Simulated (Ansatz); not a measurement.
# Ge (cell with a defect): what the fields show

The calculation's input:

```
crystal:
  lattice:
    - [5.7610728608, 5.7610728608, -5.7610728608]
    - [-5.7610728608, -5.7610728608, -5.7610728608]
    - [-5.7610728608, 5.7610728608, 5.7610728608]
  atoms:
    - { symbol: Ge, position: [0.5, 0.25, 1.0] }
    - { symbol: Ge, position: [0.5, 0.75, 0.75] }
    - { symbol: Ge, position: [0.75, 0.5, 0.75] }
    - { symbol: Ge, position: [0.75, 0.0, 0.25] }
    - { symbol: Ge, position: [0.0, 0.0, 0.0] }
    - { symbol: Ge, position: [0.25, 0.75, 0.0] }
    - { symbol: Ge, position: [0.5, 0.5, 0.0] }
    - { symbol: Ge, position: [0.75, 0.25, 0.0] }
    - { symbol: Ge, position: [0.0, 0.25, 0.75] }
    - { symbol: Ge, position: [0.5, 0.0, 0.5] }
    - { symbol: Ge, position: [0.75, 0.75, 0.5] }
    - { symbol: Ge, position: [0.0, 0.75, 0.25] }
    - { symbol: Ge, position: [0.25, 0.5, 0.25] }
    - { symbol: Ge, position: [0.5, 0.25, 0.25] }
    - { symbol: Ge, position: [0.0, 0.5, 0.5] }
    - { symbol: Ge, position: [0.25, 0.25, 0.5] }
    - { symbol: Ge, position: [0.25, 0.5, 0.0] }
    - { symbol: Ge, position: [0.75, 0.0, 0.0] }
    - { symbol: Ge, position: [0.75, 0.5, 0.5] }
    - { symbol: Ge, position: [0.0, 0.5, 0.25] }
    - { symbol: Ge, position: [0.25, 0.25, 0.25] }
    - { symbol: Ge, position: [0.5, 0.0, 0.25] }
    - { symbol: Ge, position: [0.75, 0.75, 0.25] }
    - { symbol: Ge, position: [0.0, 0.75, 0.0] }
    - { symbol: Ge, position: [0.5, 0.5, 0.75] }
    - { symbol: Ge, position: [0.75, 0.25, 0.75] }
    - { symbol: Ge, position: [0.0, 0.25, 0.5] }
    - { symbol: Ge, position: [0.25, 0.0, 0.5] }
    - { symbol: Ge, position: [0.5, 0.75, 0.5] }
    - { symbol: Ge, position: [0.0, 0.0, 0.75] }
    - { symbol: Ge, position: [0.25, 0.75, 0.75] }
basis:
  ecutwfc: 420
  xc_grid: 2
kpoints:
  mp_grid: { grid: [3, 3, 3], shift: [0.0, 0.0, 0.0] }
hamiltonian:
  xc: pbe
scf:
  occupations: { method: gaussian, width: 0.1 }
output:
  forces: true
  stress: false
  eigenvalues: true
  write_density: true
  write_potential: true
  elf: true
  volumetric_format: npy
relax:
  adjacent_minimum: "off"
  f_tol: 0.02
  max_steps: 60
```

Launched as:

```sh
ansatz run input.yaml --threads 4 --pin off --max-ram 10240MiB --backend cpu --events-out ev --progress --plain --runs-dir out
```

The fields are those of the relaxed geometry.

All numbers below come from DFT PBE, scalar-relativistic, plane waves, PAW in Ansatz 0.2.0.

The density is the valence pseudo-density of a PAW calculation; it isn't the true density close to the nuclei.

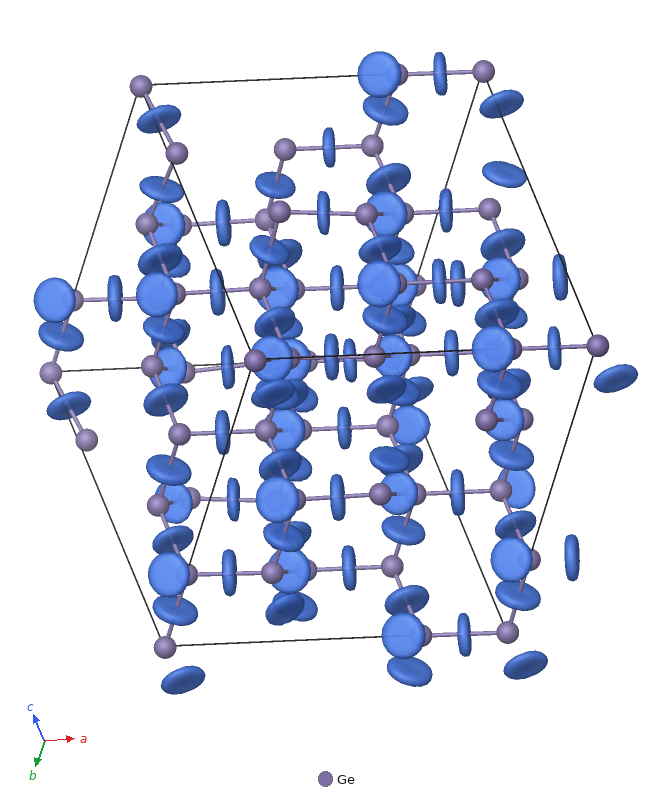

Figure 1. Isosurface of the electron localisation function at 0.65 (blue), seen at an oblique angle. Only the valence region is drawn (cores and ρ < 0.01 e/Å³ removed). Sticks mark near contacts.

Q: Where are the electrons localised?

A: The ELF exceeds this value in 60 regions between bonded Ge–Ge atoms, counted in one cell of 31 atoms. Regions shared between cells count once.


Ge–Ge (2.49 Å): the ELF peaks at about 0.75 between the atoms. Ge–Ge (2.53 Å): the ELF peaks at about 0.75 between the atoms.

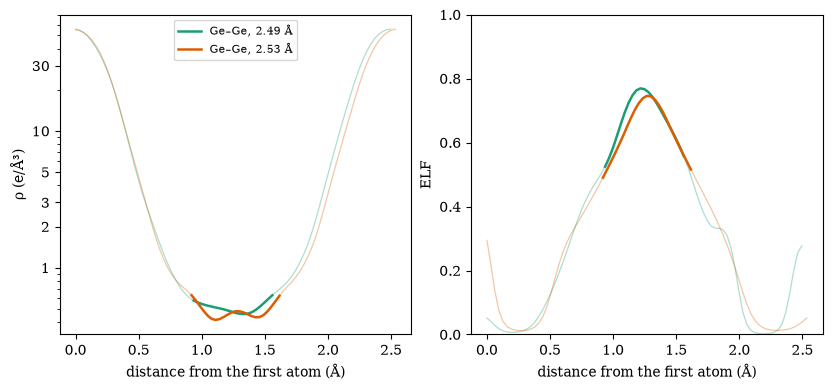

Figure 2. Valence electron density and electron localisation function along straight lines between neighbouring atoms. Thin, pale parts lie inside the atomic spheres.

Q: Compare the contacts.

A: Ge–Ge (2.49 Å): the density is about 0.47 e/Å³ at the midpoint; the ELF peaks at about 0.75 between the atoms.
Ge–Ge (2.53 Å): the density is about 0.48 e/Å³ at the midpoint, with its minimum of 0.41 e/Å³ about 1.1 Å from Ge; the ELF peaks at about 0.75 between the atoms.

Q: Does the calculation make it a metal, or give it a gap?

A: It is gapless in this calculation (a metal or semimetal).
